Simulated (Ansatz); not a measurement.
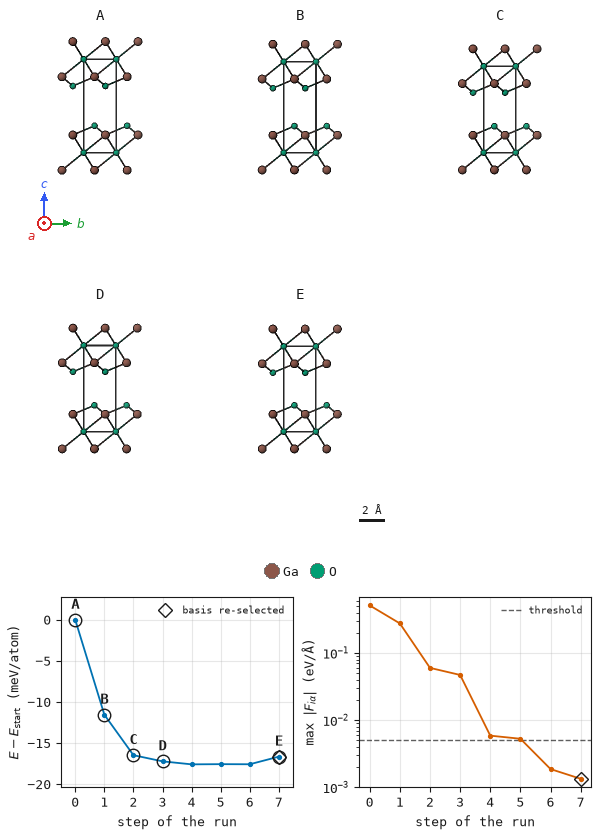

Frames of a relaxation of solid Ga₂O₃ (built on the A-type La2O3 type), marked on the history of the run. A ball-and-stick model of the cell of the calculation, seen along the a axis.

Level of theory: DFT, r2SCAN, plane waves, PAW in Ansatz 0.2.0. Set-up: plane-wave cutoff 500 eV; k-point mesh 12 × 12 × 4; occupations fermi dirac; smearing width 0.02 eV; no spin polarisation; cell and atoms relaxed; force threshold 0.005 eV/Å.

> Describe the path.

The energy falls by 16.6 meV per atom in 6 accepted moves (7 points after the start). Largest force component: 0.51 eV/Å at the start, 0.0013 eV/Å at the end. Pressure: −7.33 GPa at the start and 0.02 GPa at the end. The SCF was repeated once at an unchanged geometry on a basis and grid sized afresh for the cell, which shifted the energy by 0.9 meV per atom at most. The largest moves relative to the cell, 0.15 Å, are those of O atoms. Largest moves by element: O 0.15 Å, Ga 0.10 Å. The volume changes by −10.8 %, with a = b 3.025 → 2.991 Å (−1.1 %), c 7.506 → 6.846 Å (−8.8 %). Near-neighbour distances that change, for instance: Ga–O 2.248 → 2.221 Å, Ga–O 1.896 → 1.869 Å. The space group stays P-3m1 (No. 164). From step 0 to 1: O atoms move most (0.04 Å), volume −4.2 %, energy −11.5 meV per atom. From step 1 to 2: O atoms move most (0.09 Å), volume −6.6 %, energy −4.9 meV per atom. From step 2 to 3: volume +0.4 %, energy −0.8 meV per atom. From step 3 to 7: O atoms move most (0.02 Å), volume −0.7 %, energy +0.6 meV per atom.

```
step  E − E(0), meV/atom  largest force component, eV/Å  pressure, GPa  volume, Å³/atom                      note
   0                0.00                         0.5109          -7.33           11.893                          
   1              -11.54                         0.2758          -3.08           11.388                          
   2              -16.45                         0.0600           1.94           10.641                          
   3              -17.20                         0.0471           0.72           10.685                          
   4              -17.57                         0.0059           0.08           10.578                          
   5              -17.55                         0.0053          -0.08           10.619                          
   6              -17.56                         0.0019           0.00           10.607                          
   7              -16.63                         0.0013           0.02           10.607  same geometry, new basis
```
